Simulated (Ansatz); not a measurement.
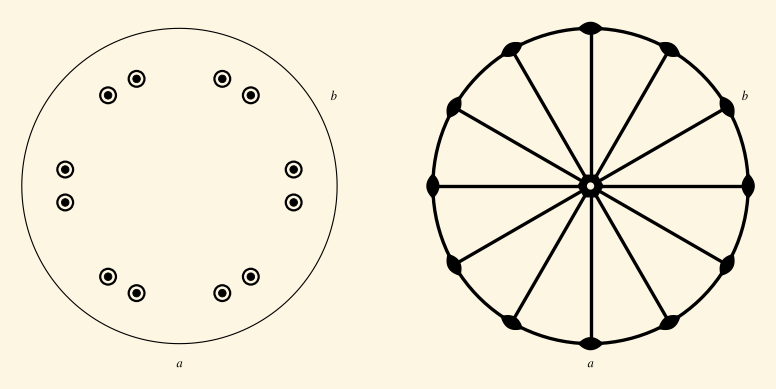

Stereographic projection: filled dots lie in the upper hemisphere, open rings in the lower; heavy lines are mirror planes (a heavy rim: a mirror in the plane of the page); lens, triangle, square and hexagon are 2-, 3-, 4- and 6-fold axes, a lens in an open square is −4, a triangle in an open hexagon −6; thin dashed diameters join the ends of axes that lie in the page; a small open circle marks inversion. The c axis points at the viewer. Left: one general form; right: the symmetry elements. Computed from the symmetry operations of a computed or model structure of composition MoSe2.

**Identify the point group and its elements.**

6/mmm (D6h), order 24, hexagonal system: one sixfold axis, six twofold axes, seven mirror planes, an inversion centre.

**Which physical properties does it allow?**

It is centrosymmetric, so neither piezoelectric nor pyroelectric; it is not chiral.
